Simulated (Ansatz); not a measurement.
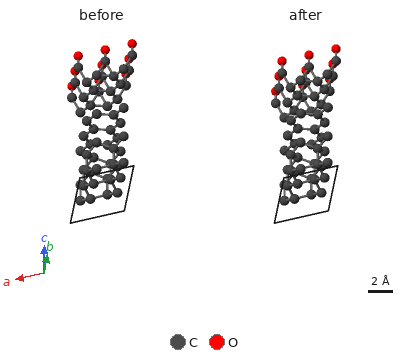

The structure of a slab of composition C9O (cut from the P6_3/mmc phase) before (left) and after (right) a constrained relaxation, at one scale.

A ball-and-stick model of the 2 × 3 repeat of the cell, outlined in the plane, without the vacuum, seen from a free direction.

Case: CO put at a bridge C-C site. The slab is the (0 0 1) face of C with CO on it. 4 atoms are held fixed.

Method: DFT PBEsol, scalar-relativistic, plane waves, PAW in Ansatz 0.2.0. Settings: plane-wave cutoff 420 eV; k-point mesh 12 × 12 × 1; occupations gaussian; smearing width 0.05 eV; no spin polarisation; dipole correction; atoms relaxed in a fixed cell; force threshold 0.03 eV/Å; at most 70 steps.

> Describe what moved and what it gained.

A C atom moves most: 0.55 Å along the normal (−c). Largest moves by element: C 0.55 Å, O 0.51 Å. The cell doesn't change. Near-neighbour distances that change, for instance: C–O 1.150 → 1.188 Å, C–C 1.575 → 1.544 Å, C–C 1.443 → 1.455 Å. The energy falls by 0.106 eV per cell of the calculation in 7 accepted moves (8 points after the start). Largest force component: 4.3 eV/Å at the start, 0.0062 eV/Å at the end. 1 step only repeated the SCF at the same geometry.

Limits of the set-up: the periodic images lie only 2.5 Å apart, so the values are limited by the cell's size.
